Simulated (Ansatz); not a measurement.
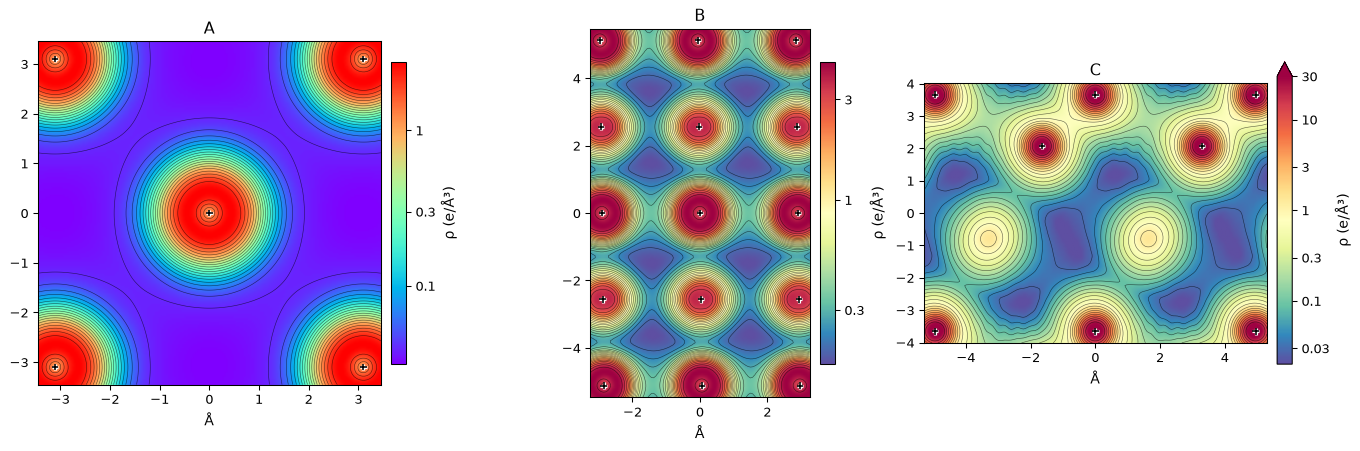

The valence electron density of 3 systems, each on a plane through atoms (crosses mark nuclei in the plane).

These are results of DFT, LDA, PAW with Ansatz's default frozen-core files, scalar-relativistic (Ansatz 0.2.0), not measurements.

System 1: Sr, the (100) plane of the conventional cell. Space group Fm-3m.

```
Sr
1.0
     6.20404    0.00000    0.00000
     0.00000    6.20404    0.00000
     0.00000    0.00000    6.20404
Sr
4
Direct
  0.00000 0.00000 0.00000
  0.50000 0.50000 0.00000
  0.50000 0.00000 0.50000
  0.00000 0.50000 0.50000
```

System 2: Se, the (110) plane of the conventional cell. Space group P3₂21; changed on purpose from its base cell (equal xx and yy strain of -3 %, PAW files); not relaxed (largest force 1.6 eV/Å); computed pressure about 5 GPa in this cell.

System 3: TaN, the (001) plane of the conventional cell. Space group P-1; changed on purpose from its base cell (equal xy, yz and zx shear strains of +3 %, PAW files); not relaxed (largest force 0.3 eV/Å); computed pressure about −4 GPa in this cell.

```
Ta N
1.0
    -0.04362   -0.04362   -2.90800
    -2.52514    4.45145    0.02847
     5.18500    0.07777    0.07777
Ta N
3 3
Direct
  0.00000 0.00000 0.00000
  0.50000 0.66667 0.33333
  0.50000 0.33333 0.66667
  0.00000 0.00000 0.50000
  0.00000 0.50000 0.50000
  0.00000 0.50000 0.00000
```

Which map belongs to which system?

Answer. Panel A is system 1, Sr: the plane holds Sr. Sr–Sr (4.39 Å): ρ is about 0.04 e/Å³ halfway. Panel B is system 3, TaN: the plane holds Ta and N. Ta–Ta (2.91 Å): the density is about 0.33 e/Å³ at the midpoint. Panel C is system 2, Se: the plane holds Se. Se–Se (2.29 Å): ρ at the midpoint is about 0.74 e/Å³.
